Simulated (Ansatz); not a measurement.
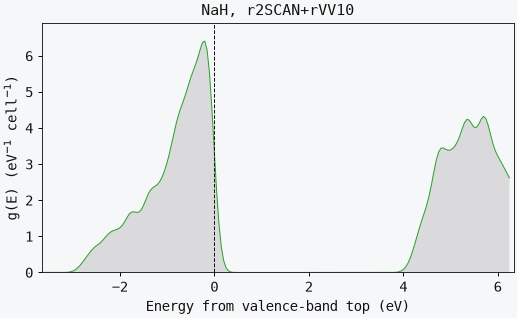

Density of states. Energies are counted from the top of the valence band. The curve is built from the levels of the k mesh with Gaussians 0.3 eV wide, which also blur the band edges.

The material is NaH, space group P6_3mc (No. 186), 8 atoms in the cell, 4H polytype type.

Computed with Ansatz: DFT, r2SCAN+rVV10, plane waves, PAW, no spin polarisation, 12×12×4 k mesh, Fermi-Dirac smearing of 0.03 eV.

Question: Is there a gap at the Fermi level, and how wide?

Answer: There is a gap; over the k points computed it is 4.14 eV (indirect; the smallest direct gap is 4.25 eV).

Question: Where is the tallest peak of the filled states in the window?

Answer: Within the window shown, the tallest peak of the filled states lies 0.2 eV under the valence-band top, at about 6.4 states per eV and cell.

Question: How wide is the upper valence band?

Answer: The upper group of valence states starts about 2.9 eV under the valence-band top, with a gap beneath it; it holds about 8 electrons a cell.
